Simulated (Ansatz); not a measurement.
Geometry relaxation, with input and output: PtS2 (part 2 of 2)

Continued. System: PtS2 (P-3m1, 3 atoms in the cell). Method: DFT PBE+D3(BJ), scalar-relativistic, plane waves, PAW, no spin polarisation (Ansatz 0.2.0); cutoff 420 eV, 12×12×8 k-mesh, Gaussian smearing of 0.02 eV. The structure derives from an entry of the Crystallography Open Database.

Geometry of the input (Å; fractional positions):
```
3.5432  0.0000  0.0000
-1.7716  3.0685  0.0000
0.0000  0.0000  5.0388
Pt 0.0000  0.0000  0.0000
S  0.3333  0.6667  0.2500
S  0.6667  0.3333  0.7500
```

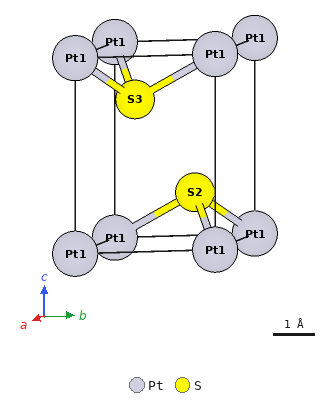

Figure 1. The geometry at step 2 of the log (ball-and-stick view of the cell of the calculation, seen slightly off an axis; atoms are numbered from 1 in the order of the input).

Log, continued:
```
SCF iter   1: F=—  HF=-14329.468027 eV  |F-HF|=—  |Δ(HF+E_count)|=         —  Δρ=2.81e-3  dr2=1.59e-3  ethr=5.74e-6  ⟨swp⟩=2.2  Hψ=15918  notcnv=0
preconditioner: auto → Resta (q_TF=auto, 2.493 Å⁻¹)  ε∞=7.3  [insulator: Δε(μ)=0.244 eV  Ē_g=9.675 eV  σ=0.020 eV  W_gap=0.51  n_scr=20 (ndim 8)  ℏωp=24.3 eV  f_vac=0.002  D(μ)=0.18/eV (n_scr^D=0)  ε∞_Penn≈7.3]
SCF iter   2: F=—  HF=-14329.467954 eV  |F-HF|=—  |Δ(HF+E_count)|=   7.26e-5  Δρ=1.55e-3  dr2=5.10e-4  ethr=5.29e-6  ⟨swp⟩=1.0  Hψ=2489  notcnv=0
SCF iter   3: F=—  HF=-14329.467931 eV  |F-HF|=—  |Δ(HF+E_count)|=   2.27e-5  Δρ=1.22e-4  dr2=9.97e-6  ethr=1.70e-6  ⟨swp⟩=2.1  Hψ=3907  notcnv=0
SCF iter   4: F=—  HF=-14329.467933 eV  |F-HF|=—  |Δ(HF+E_count)|=   1.25e-6  Δρ=3.95e-5  dr2=6.08e-7  ethr=3.32e-8  ⟨swp⟩=2.4  Hψ=3768  notcnv=0
iter 5 did not close the SCF: its close was put off for the readings that it lacked (scf_convergence_deferred on its scf_iter line)
SCF iter   5: F=-14329.467933 eV  HF=-14329.467933 eV  |F-HF|=2.95e-8  |Δ(HF+E_count)|=   4.17e-7  Δρ=7.79e-6  dr2=3.83e-8  ethr=2.03e-9  ⟨swp⟩=2.0  Hψ=3735  notcnv=0
SCF iter   6: F=-14329.467933 eV  HF=-14329.467933 eV  |F-HF|=2.18e-9  |Δ(HF+E_count)|=   3.65e-8  Δρ=1.95e-6  dr2=2.18e-9  ethr=1.28e-10  ⟨swp⟩=2.0  Hψ=7604  notcnv=0
SCF 4 converged in 6 iterations: F = -14329.467933 eV  dr2 = 2.18e-9
relax step   4: F+E_penalty+E_count = -14329.46793312 eV  Δ(F+E_penalty+E_count) = -2.635e-3 eV  max|allowed force component| = 3.102e-2 eV/Å  Δτ_max = 0.0317 Å  P = +0.457 GPa  Ω = 51.517 Å³  energy of the carried Pulay correction = +6.353e-4 eV  (6 SCF iters, dr2 threshold 3.00e-7 eV, accepted)
Crystal: 3 atoms, lattice volume = 51.844 Å³
iter 1 solved again at ethr=4.78e-7 eV; its pass at ethr=3.10e-3 eV (dr2=1.43e-4 eV) is discarded
SCF iter   1: F=—  HF=-14329.468212 eV  |F-HF|=—  |Δ(HF+E_count)|=         —  Δρ=5.73e-4  dr2=1.33e-4  ethr=4.78e-7  ⟨swp⟩=3.3  Hψ=15041  notcnv=0
preconditioner: auto → Resta (q_TF=auto, 2.491 Å⁻¹)  ε∞=7.3  [insulator: Δε(μ)=0.053 eV  Ē_g=9.655 eV  σ=0.020 eV  W_gap=0.92  n_scr=20 (ndim 8)  ℏωp=24.2 eV  f_vac=0.003  D(μ)=0.04/eV (n_scr^D=0)  ε∞_Penn≈7.3]
SCF iter   2: F=—  HF=-14329.468210 eV  |F-HF|=—  |Δ(HF+E_count)|=   2.36e-6  Δρ=3.15e-4  dr2=3.78e-5  ethr=4.45e-7  ⟨swp⟩=1.0  Hψ=2489  notcnv=0
SCF iter   3: F=—  HF=-14329.468207 eV  |F-HF|=—  |Δ(HF+E_count)|=   2.41e-6  Δρ=3.27e-5  dr2=7.90e-7  ethr=1.26e-7  ⟨swp⟩=1.5  Hψ=3020  notcnv=0
iter 4 did not close the SCF: its close was put off for the readings that it lacked (scf_convergence_deferred on its scf_iter line)
SCF iter   4: F=-14329.468207 eV  HF=-14329.468207 eV  |F-HF|=2.41e-9  |Δ(HF+E_count)|=   9.40e-8  Δρ=9.89e-6  dr2=4.28e-8  ethr=2.63e-9  ⟨swp⟩=2.4  Hψ=3524  notcnv=0
iter 5 did not close the SCF: its close was put off for the readings that it lacked (scf_convergence_deferred on its scf_iter line)
SCF iter   5: F=-14329.468207 eV  HF=-14329.468207 eV  |F-HF|=3.04e-10  |Δ(HF+E_count)|=   9.32e-9  Δρ=1.64e-6  dr2=1.20e-9  ethr=1.43e-10  ⟨swp⟩=2.0  Hψ=3707  notcnv=0
SCF iter   6: F=-14329.468207 eV  HF=-14329.468207 eV  |F-HF|=5.46e-11  |Δ(HF+E_count)|=  6.91e-10  Δρ=3.79e-7  dr2=8.17e-11  ethr=3.99e-12  ⟨swp⟩=1.1  Hψ=6820  notcnv=0
SCF 5 converged in 6 iterations: F = -14329.468207 eV  dr2 = 8.17e-11
relax step   5: F+E_penalty+E_count = -14329.46820711 eV  Δ(F+E_penalty+E_count) = -2.740e-4 eV  max|allowed force component| = 3.037e-3 eV/Å  Δτ_max = 0.0040 Å  P = -0.025 GPa  Ω = 51.844 Å³  energy of the carried Pulay correction = +5.699e-4 eV  (6 SCF iters, dr2 threshold 3.00e-7 eV, accepted)
Basis set: ecut = 420 eV, 993 PW (Γ), exchange–correlation on 48×48×64 points (8 copies of the dense FFT grid, shifted against one another)
Initial wavefunctions: pseudopotential atomic-orbital guess (no wavefunctions were taken with the density)
iter 1 solved again at ethr=1.08e-7 eV; its pass at ethr=3.10e-3 eV (dr2=3.23e-5 eV) is discarded
SCF iter   1: F=—  HF=-14329.467734 eV  |F-HF|=—  |Δ(HF+E_count)|=         —  Δρ=1.37e-4  dr2=1.40e-6  ethr=1.08e-7  ⟨swp⟩=3.0  Hψ=19432  notcnv=0
preconditioner: auto → Resta (q_TF=auto, 2.491 Å⁻¹)  ε∞=7.3  [insulator: Δε(μ)=0.056 eV  Ē_g=9.654 eV  σ=0.020 eV  W_gap=0.94  n_scr=20 (ndim 8)  ℏωp=24.2 eV  f_vac=0.003  D(μ)=0.03/eV (n_scr^D=0)  ε∞_Penn≈7.3]
SCF iter   2: F=—  HF=-14329.467709 eV  |F-HF|=—  |Δ(HF+E_count)|=   2.49e-5  Δρ=6.82e-5  dr2=3.12e-7  ethr=4.66e-9  ⟨swp⟩=2.4  Hψ=4447  notcnv=0
SCF iter   3: F=—  HF=-14329.467711 eV  |F-HF|=—  |Δ(HF+E_count)|=   1.33e-6  Δρ=5.98e-6  dr2=3.79e-9  ethr=1.04e-9  ⟨swp⟩=2.0  Hψ=4283  notcnv=0
SCF iter   4: F=—  HF=-14329.467711 eV  |F-HF|=—  |Δ(HF+E_count)|=   9.96e-9  Δρ=6.94e-7  dr2=1.20e-10  ethr=1.26e-11  ⟨swp⟩=2.7  Hψ=4435  notcnv=0
iter 5 did not close the SCF: its close was put off for the readings that it lacked (scf_convergence_deferred on its scf_iter line)
SCF iter   5: F=-14329.467711 eV  HF=-14329.467711 eV  |F-HF|=0.00e0  |Δ(HF+E_count)|=  4.73e-11  Δρ=1.19e-7  dr2=1.02e-11  ethr=1.00e-12  ⟨swp⟩=1.0  Hψ=2489  notcnv=0
SCF iter   6: F=-14329.467711 eV  HF=-14329.467711 eV  |F-HF|=0.00e0  |Δ(HF+E_count)|=  1.82e-12  Δρ=3.05e-8  dr2=7.97e-13  ethr=1.00e-12  ⟨swp⟩=4.0  Hψ=10630  notcnv=0
SCF 6 converged in 6 iterations: F = -14329.467711 eV  dr2 = 7.97e-13
relax step   6: F+E_penalty+E_count = -14329.46771052 eV  Δ(F+E_penalty+E_count) = +4.966e-4 eV  max|allowed force component| = 3.194e-3 eV/Å  Δτ_max = 0.0000 Å  P = -0.023 GPa  Ω = 51.844 Å³  stress off target by 2.64e-2 GPa  SCF on the basis re-selected at this cell (its energy is not comparable with the rows above)  (6 SCF iters)
basis re-selected at this cell: Δ(F+E_penalty+E_count) = +4.966e-4 eV, ΔP = +0.002 GPa vs the last step (what re-selecting the basis moved, of the pressure what is left beyond the Pulay correction that the steps carried, after the strain that the cell walked since its last selection, with what the two solves' SCF thresholds leave and, on support functions, any second-order correction that the steps lacked; it is no measure of the basis error at this ecutwfc). The dense FFT grid was sized anew with the basis: this SCF ran on 24×24×32 points, the steps before it on 24×24×36, so part of this shift can come from that change (see relax.cell in the input reference). This SCF's stress stands 2.64e-2 GPa from its target on what of the cell is left free (relax.cell.stress_tol is 5.00e-2 GPa) and its largest allowed force component is 3.19e-3 eV/Å (relax.f_tol is 5.00e-3 eV/Å): within both
SCF converged after 6 iterations
Free energy (F): -14329.467711 eV
Harris-Foulkes:  -14329.467711 eV  (|F-HF|=0.00e0)
Internal energy: -14329.467704 eV  (E = F + TS)
E sigma→0 (E₀):  -14329.467707 eV
Entropy (-TS):   -0.000007 eV (-0.002 meV/atom)
Fermi energy:    12.511755 eV
--- Per-component energies (eV) ---
  E_band       = -287.495942
  E_kinetic    = 851.052641
  E_local      = -2783.544264  (includes V_loc(G=0)·N_el)
  E_nonlocal   = 255.435690
  E_hartree    = 1082.886490
  E_xc         = -456.466060
  E_vxc        = -478.461041  (∫ρ·V_xc dr)
  E_paw        = -10653.916747  (= ΣΔE_a)
  E_vpaw       = -297.752118  (= ΣTr[D̂ρ^β])
  E_aug_tail   = 0.000192  (compensation charges beyond the density's cutoff)
  E_ewald      = -2623.561115
  E_disp       = -1.354531  (pairwise vdW)
  E_smearing   = -0.000007  (= −TS)
  E_closure    = 0.000000  (closes the sum)
  Σ components = -14329.467711   (vs F -14329.467711, Δ=0.00e0)
--- Forces (eV/Å), atoms counted from 1 ---
  atom   1  Pt     0.00000000     0.00000000     0.00000000
  atom   2  S     -0.00000000    -0.00000000    -0.00319408
  atom   3  S      0.00000000     0.00000000     0.00319408
  max |Σ_I F_I| component: 2.31e-18 eV/Å
--- Stress (GPa, compression-positive) ---
       -0.026367      -0.000000       0.000000
       -0.000000      -0.026367       0.000000
        0.000000       0.000000      -0.017259
  P = ⅓ Tr σ = -0.0233 GPa (-0.233 kbar)
--- Band table (eV; the first three rows and the last of 131) ---
  k-point 0: bands = ["-87.4380", "-41.6741", "-41.6741", "-41.5587", "-3.5282", "-0.0950", "4.8125", "5.3536", "5.3536", "8.1986", "8.1986", "9.9555", "10.8356", "10.8356", "12.4893", "13.5990", "13.5990", "16.0292", "17.4264"]
  k-point 1: bands = ["-87.4380", "-41.6741", "-41.6741", "-41.5587", "-3.4545", "-0.3035", "5.0774", "5.3636", "5.3636", "8.1885", "8.1885", "9.9186", "10.7462", "10.7462", "12.1921", "13.7543", "13.7543", "16.2019", "17.7347"]
  k-point 2: bands = ["-87.4380", "-41.6741", "-41.6741", "-41.5588", "-3.2436", "-0.7974", "5.3880", "5.3880", "5.7294", "8.1658", "8.1658", "9.7680", "10.5503", "10.5503", "11.5657", "14.1282", "14.1282", "16.6897", "18.4036"]
  k-point 130: bands = ["-87.4376", "-41.6878", "-41.6878", "-41.5561", "-1.2201", "-1.2201", "5.4616", "5.4616", "5.9527", "7.7299", "7.7299", "7.7929", "8.6350", "9.8799", "9.8799", "14.4323", "14.4323", "19.1100", "19.8666"]
--- Relaxed structure (5 steps of the walk, 5 accepted, 1 SCFs on fresh bases) ---
  F+E_penalty+E_count = -14329.46771052 eV   max|allowed force component| = 3.194e-3 eV/Å   (the final SCF, on the basis selected at the relaxed cell)
  cell:  # Å, volume = 51.8438 Å³
    - [3.5833083374880514, 8.145243828891765e-33, 5.749583879217717e-33]
    - [-1.7916541687440257, 3.1032360498572356, -5.100788704533174e-32]
    - [8.176509239336121e-33, -7.90395893135825e-32, 4.662274321966093]
  atoms:
    - { symbol: Pt, position: [1.3945217033131137e-34, 5.265246318066762e-34, 0.0] }
    - { symbol: S, position: [0.3333333333333333, 0.6666666666666666, 0.25875174287153463] }
    - { symbol: S, position: [0.6666666666666665, 0.3333333333333333, 0.7412482571284655] }
```

Trajectory as extended XYZ (Å, eV, eV/Å), 6 frames, from step=1 to step=6:
```
3
Lattice="3.5432 0.0000 0.0000 -1.7716 3.0685 0.0000 0.0000 0.0000 5.0388" Properties=species:S:1:pos:R:3:forces:R:3 step=1 energy=-14329.43497 pressure_GPa=-1.47
Pt    0.0000    0.0000    0.0000    0.0000   0.0000   0.0000
S     0.0000    2.0457    1.2597    0.0000   0.0000  -0.3018
S     1.7716    1.0228    3.7791    0.0000   0.0000   0.3018
3
Lattice="3.5849 0.0000 0.0000 -1.7924 3.1046 0.0000 0.0000 0.0000 4.8932" Properties=species:S:1:pos:R:3:forces:R:3 step=2 energy=-14329.45334 pressure_GPa=-0.58
Pt    0.0000    0.0000    0.0000    0.0000   0.0000   0.0000
S     0.0000    2.0697    1.2010    0.0000   0.0000   0.1440
S     1.7924    1.0349    3.6923    0.0000   0.0000  -0.1440
3
Lattice="3.5769 0.0000 0.0000 -1.7885 3.0977 0.0000 0.0000 0.0000 4.7532" Properties=species:S:1:pos:R:3:forces:R:3 step=3 energy=-14329.46530 pressure_GPa=0.39
Pt    0.0000    0.0000    0.0000    0.0000   0.0000   0.0000
S     0.0000    2.0651    1.2038    0.0000   0.0000   0.1111
S     1.7885    1.0326    3.5494    0.0000   0.0000  -0.1111
3
Lattice="3.5815 0.0000 0.0000 -1.7908 3.1017 0.0000 0.0000 0.0000 4.6374" Properties=species:S:1:pos:R:3:forces:R:3 step=4 energy=-14329.46793 pressure_GPa=0.46
Pt    0.0000    0.0000    0.0000    0.0000   0.0000   0.0000
S     0.0000    2.0678    1.2036    0.0000   0.0000   0.0310
S     1.7908    1.0339    3.4338    0.0000   0.0000  -0.0310
3
Lattice="3.5833 0.0000 0.0000 -1.7917 3.1032 0.0000 0.0000 0.0000 4.6623" Properties=species:S:1:pos:R:3:forces:R:3 step=5 energy=-14329.46821 pressure_GPa=-0.03
Pt    0.0000    0.0000    0.0000    0.0000   0.0000   0.0000
S     0.0000    2.0688    1.2064    0.0000   0.0000  -0.0030
S     1.7917    1.0344    3.4559    0.0000   0.0000   0.0030
3
Lattice="3.5833 0.0000 0.0000 -1.7917 3.1032 0.0000 0.0000 0.0000 4.6623" Properties=species:S:1:pos:R:3:forces:R:3 step=6 energy=-14329.46771 pressure_GPa=-0.02
Pt    0.0000    0.0000    0.0000    0.0000   0.0000   0.0000
S     0.0000    2.0688    1.2064    0.0000   0.0000  -0.0032
S     1.7917    1.0344    3.4559    0.0000   0.0000   0.0032
```

Key numbers:

| quantity | value |
| --- | --- |
| outcome | converged |
| space group (tolerance 0.01 Å) | P-3m1 (164) |
| electrons treated | 30 |
| free energy | −14329.4677 eV |
| Fermi energy | 12.512 eV |
| gap on the k-point mesh | 0.06 eV |
| pressure | −0.02 GPa |
| final volume | 51.84 Å³ |
| largest force (length of the vector) at the end | 0.003 eV/Å |
| final cell | a = 3.583 Å, b = 3.583 Å, c = 4.662 Å, α = 90.00°, β = 90.00°, γ = 120.00° |
| hardware | 4 threads of Intel Xeon @ 2.30GHz, 28 GiB of memory available, shared host |
| wall time | 12 s (CPU time 40 s) |
| peak memory | 0.53 GiB |

Remarks:

Spin–orbit coupling is left out, which matters for Pt.
